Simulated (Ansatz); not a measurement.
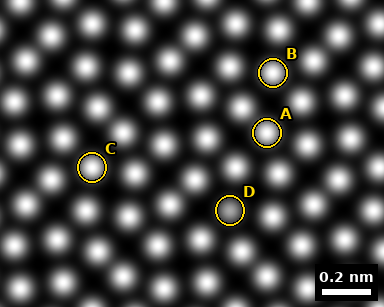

HAADF-like image of Ge (P4_32_12, No. 96) along [001]. Simulated incoherent Z contrast: every atom adds Z^1.7 spread by a probe of 0.89 Å full width; channelling and multiple scattering are left out. The probe carries 15 % of its weight in a tail 2.5 times as wide.

The sample is 3 repeats (21.7 Å) thick. One point defect was put into the perfect crystal, without relaxing the atoms around it. Brightness is counted from the darkest point of the image. Host structure: the input geometry of an electronic-structure calculation (not necessarily at equilibrium).

Q: Which ringed column holds the defect, and does it scatter more or less than its equals?

D; it scatters less. The column holds 3 atoms (Ge) through the sample, and one Ge atom is missing, so its peak drops to about 65 % of that of its equals.
